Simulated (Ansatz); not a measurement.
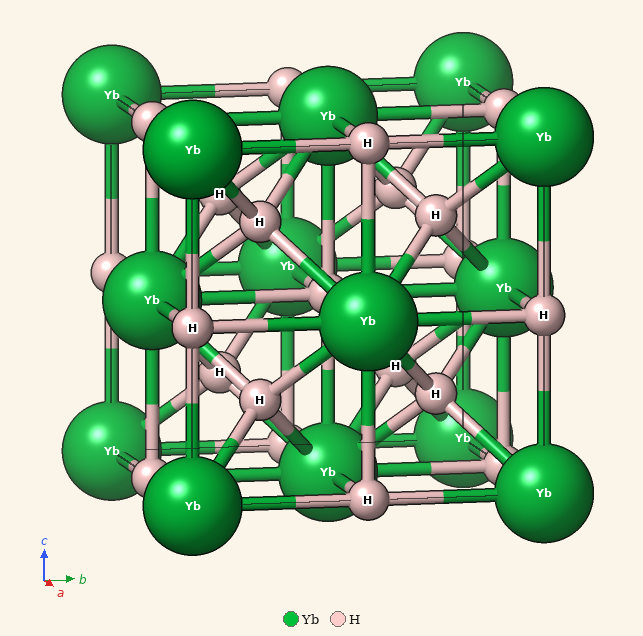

We look at a ball-and-stick model of the crystal slightly off an axis. One conventional unit cell is framed, with atoms on its boundary repeated.

YbH3, D0₃ (BiF₃ or Fe₃Al type), space group Fm-3m (No. 225), a = 5.083 Å, b = 5.083 Å, c = 5.083 Å, α = 90.00°, β = 90.00°, γ = 90.00°. The structure comes from a structure type filled with these elements by a generator (whether the compound takes this form wasn't checked). Earlier steps of the study, as a rule a relaxation of our own, may have changed the cell and positions, so they can lie some per cent off the listed ones. It was the input of a calculation with Ansatz.

This one geometry was computed with Ansatz (DFT, plane waves, PAW) at five levels of theory: PBE with spin-orbit coupling, PBE, r2SCAN, LDA and PBEsol.

**Which level gives the highest pressure at this volume, and what does that say about its equilibrium volume?**

Highest: PBE (0.0 GPa), which points to the largest equilibrium volume. Lowest, with the smallest volume: LDA (-6.9 GPa). Levels within 0.5 GPa of each other can't be told apart.

**How does the band gap change with the level of theory?**

All levels give a metal.

**Collect the results in a table.**

| level | cutoff (eV) | k-mesh of the run's cell | gap (eV) | pressure (GPa) |
| --- | --- | --- | --- | --- |
| PBE with spin-orbit coupling | 420 | 10×10×10 | metal | -0.6 |
| PBE | 420 | 10×10×10 | metal | 0.0 |
| r2SCAN | 500 | 10×10×10 | metal | -1.5 |
| LDA | 420 | 10×10×10 | metal | -6.9 |
| PBEsol | 420 | 10×10×10 | metal | -4.1 |

Gaps are taken on the k-mesh or band path of each run.
